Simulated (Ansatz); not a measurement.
The coordinates of a crystal:

```cif
data_structure
_symmetry_space_group_name_H-M 'P 1'
_symmetry_Int_Tables_number 1
_cell_length_a 2.8389
_cell_length_b 2.8389
_cell_length_c 1.0505
_cell_angle_alpha 90.000
_cell_angle_beta 90.000
_cell_angle_gamma 90.000
_cell_volume 8.47
loop_
_atom_site_label
_atom_site_type_symbol
_atom_site_fract_x
_atom_site_fract_y
_atom_site_fract_z
_atom_site_occupancy
H1 H 0.00000 0.00000 0.00000 1
```

Characterise the structure given above.

Answer. The element is hydrogen. Its lattice is primitive tetragonal, its space group P4/mmm (No. 123). The cell holds one atom.

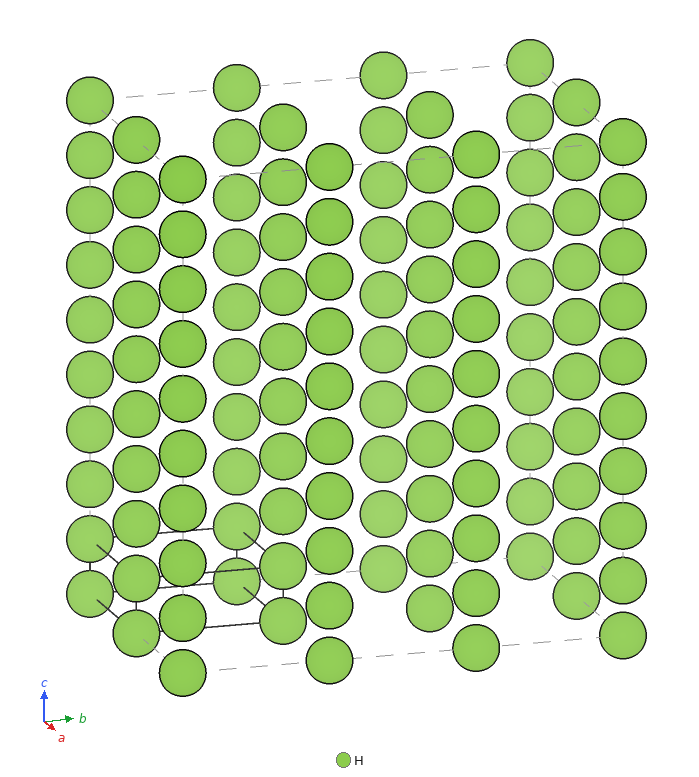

Spheres-only representation of a periodic structure, projected slightly off an axis. One conventional unit cell is drawn solid; the view covers 2×3×9 cells.

Its origin is a structure listed in the Materials Project. Earlier steps of the study may have refined or changed the cell and positions. It was run through Ansatz as a DFT input.

At this level of theory the cell isn't at rest (stretched, at -4 GPa), so its distances can differ from those at equilibrium, the more so the softer the solid.
